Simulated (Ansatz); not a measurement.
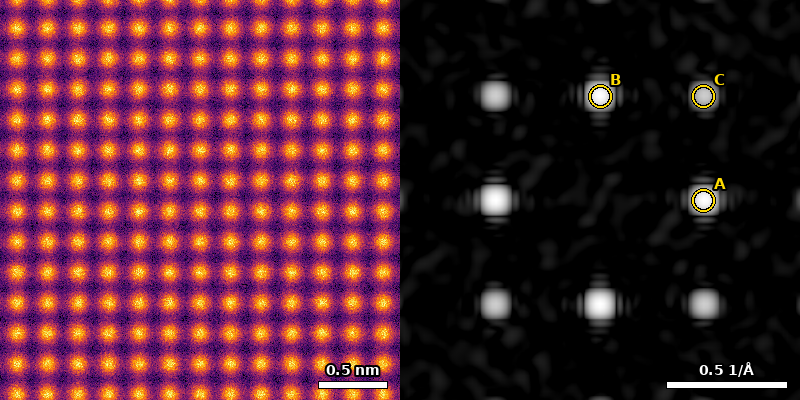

iDPC-like image of Al (Im-3m, No. 229) along [001]. Simulated as the projected potential of neutral atoms (B = 0.5 Å²) blurred by a 0.91 Å probe, the thin-sample limit of integrated differential phase contrast. The display is stretched by a gamma of 0.65; percentages refer to the linear signal. Shot noise was added. Structure: a calculation's starting geometry; the starting structure was generated, so it need not be a known form of this composition.

The right panel is the modulus of the image's Fourier transform on a logarithmic scale.

a = 3.236 Å, b = 3.236 Å, c = 3.236 Å, α = 90.00°, β = 90.00°, γ = 90.00°

**Index the marked spots and give their plane spacings (the zone axis points at the viewer; indices equivalent by symmetry, or all signs reversed, are as good).**

A: (-1 -1 0), d = 2.29 Å; B: (1 -1 0), d = 2.29 Å; C: (0 -2 0), d = 1.62 Å. A and B enclose 90°, and every spot obeys the zone law hu + kv + lw = 0 for [001].
